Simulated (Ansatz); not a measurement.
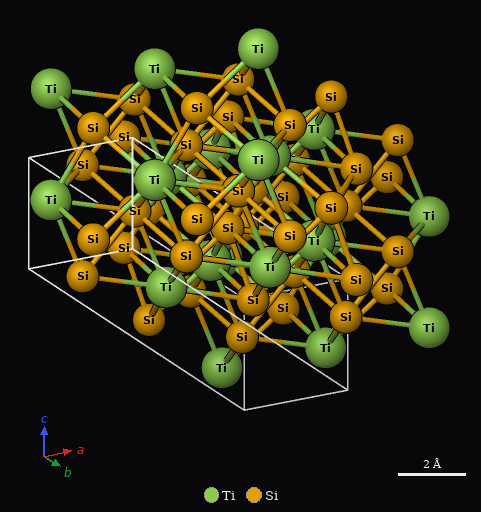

A crystal of TiSi₂ (built on the database_63 type), before the relaxation. A ball-and-stick model of the conventional cell (2 times the calculation's cell), repeated 2 × 1 × 2 with one cell outlined, seen from a free direction. Lengths and directions refer to the drawn axes.

Case: structure listed in a database for this formula (Cmcm, No. 63).

Level of theory: Ansatz 0.2.0, DFT PBE, scalar-relativistic, plane waves, PAW.

Input
```yaml
crystal:
  lattice:
    - [1.765105025, -6.759281535, 0.0]
    - [1.765105025, 6.759281535, 0.0]
    - [0.0, 0.0, 3.56517397]
  atoms:
    - { symbol: Ti, position: [0.89688192, 0.10311808, 0.75] }
    - { symbol: Ti, position: [0.10311808, 0.89688192, 0.25] }
    - { symbol: Si, position: [0.55825145, 0.44174855, 0.75] }
    - { symbol: Si, position: [0.44174855, 0.55825145, 0.25] }
    - { symbol: Si, position: [0.24968518, 0.75031482, 0.75] }
    - { symbol: Si, position: [0.75031482, 0.24968518, 0.25] }
basis:
  ecutwfc: 420
kpoints:
  mp_grid: { grid: [12, 12, 10] }
hamiltonian:
  xc: pbe
scf:
  occupations: { method: gaussian, width: 0.1 }
output:
  forces: true
  stress: true
  eigenvalues: true
  write_density: true
  write_potential: true
  elf: true
  volumetric_format: npy
relax:
  adjacent_minimum: "off"
  f_tol: 0.01
  max_steps: 80
  cell: { stress_tol: 0.05 }
```

Command:
```bash
ansatz run input.yaml --threads 1 --pin off --max-ram 2560MiB --backend cpu --events-out ev --progress --plain --runs-dir out
```

Where does the relaxation end?

The largest moves relative to the cell, 0.013 Å, are those of Si3 and Si4. Si3 goes along −b. Ti stays in place. The volume changes by +1.2 %, with a 3.530 → 3.548 Å (+0.5 %), b 13.519 → 13.558 Å (+0.3 %), c 3.565 → 3.579 Å (+0.4 %). Some distances before and after: Si3–Si4 2.379 → 2.404 Å, Ti1–Si3 2.806 → 2.827 Å, Si5–Si6 2.509 → 2.520 Å, Ti1–Si6 2.665 → 2.675 Å. The space group stays Cmcm (No. 63). Over 4 accepted moves (5 points after the start) the energy falls by 1.4 meV per atom. The largest force component goes from 0.19 to 0.00058 eV/Å. Pressure: 1.85 GPa at the start and 0.00 GPa at the end. At 1 point the geometry stayed and the basis and grid were re-selected for the new cell (energy shift of less than 0.05 meV per atom at most each time).
